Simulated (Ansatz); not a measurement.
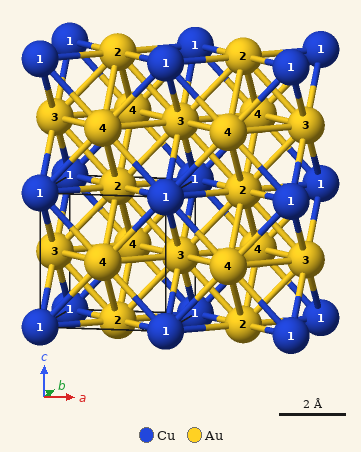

This is the input geometry for a relaxation of solid CuAu$_{3}$ (set up in P4/mmm). The picture is a ball-and-stick view of the cell of the calculation, reduced to other axes, repeated 2 × 1 × 2 with one cell outlined, seen slightly off an axis. Lengths and directions refer to the drawn axes.

Case: uniaxial strain along a of +4.0 %; b, c and atoms relaxed.

Computed with DFT PBEsol, scalar-relativistic, plane waves, PAW in Ansatz 0.2.0.

Input
```yaml
crystal:
  lattice:
    - [4.1332218187, 0.0, 0.0]
    - [0.0, 3.9345092313, 0.0]
    - [0.0, 0.0, 3.9345092313]
  atoms:
    - { symbol: Cu, position: [0.0, 0.0, 0.0] }
    - { symbol: Au, position: [0.0, 0.5, 0.5] }
    - { symbol: Au, position: [0.5, 0.0, 0.5] }
    - { symbol: Au, position: [0.5, 0.5, 0.0] }
basis:
  ecutwfc: 420
kpoints:
  mp_grid: { grid: [14, 14, 14] }
hamiltonian:
  xc: pbesol
scf:
  occupations: { method: gaussian, width: 0.1 }
output:
  forces: true
  stress: true
  eigenvalues: true
  write_density: true
  write_potential: true
  elf: true
  volumetric_format: npy
relax:
  adjacent_minimum: "off"
  f_tol: 0.008
  max_steps: 40
  cell: { stress_tol: 0.015, fix: [a, angles] }
```

Run as
```bash
ansatz run input.yaml --threads 1 --pin off --max-ram 2560MiB --backend cpu --events-out ev --progress --plain --runs-dir out
```

> Where does the relaxation end?

Over 3 accepted moves (4 points after the start) the energy falls by 5.0 meV per cell of the calculation. All forces vanish by symmetry, so only the cell relaxes. The pressure goes from −2.98 to −1.04 GPa. The SCF was repeated once at an unchanged geometry on a basis and grid sized afresh for the cell, which shifted the energy by 0.3 meV per cell of the calculation at most. No atom moves by more than 0.005 Å relative to the cell. The volume changes by −1.2 %, with a = b 3.935 → 3.912 Å (−0.6 %), c unchanged at 4.133 Å. Among the contacts that change: Au3–Au4 2.782 → 2.766 Å, Cu1–Au2 2.782 → 2.766 Å, Cu1–Au3 2.853 → 2.845 Å, Au2–Au3 2.853 → 2.845 Å. The space group stays P4/mmm (No. 123). Cost: 4.4 min on 1 thread of Arm Neoverse V1 (shared host), peak memory 0.8 GiB.

History of the run:

```json
{"step": "0", "E − E(0), meV/atom": "0.00", "pressure, GPa": "-2.98", "volume, Å³/atom": "15.996", "note": ""}
{"step": "1", "E − E(0), meV/atom": "-0.21", "pressure, GPa": "0.94", "volume, Å³/atom": "15.633", "note": ""}
{"step": "2", "E − E(0), meV/atom": "-1.33", "pressure, GPa": "-1.11", "volume, Å³/atom": "15.816", "note": ""}
{"step": "3", "E − E(0), meV/atom": "-1.33", "pressure, GPa": "-1.05", "volume, Å³/atom": "15.810", "note": ""}
{"step": "4", "E − E(0), meV/atom": "-1.26", "pressure, GPa": "-1.04", "volume, Å³/atom": "15.810", "note": "same geometry, new basis"}
```
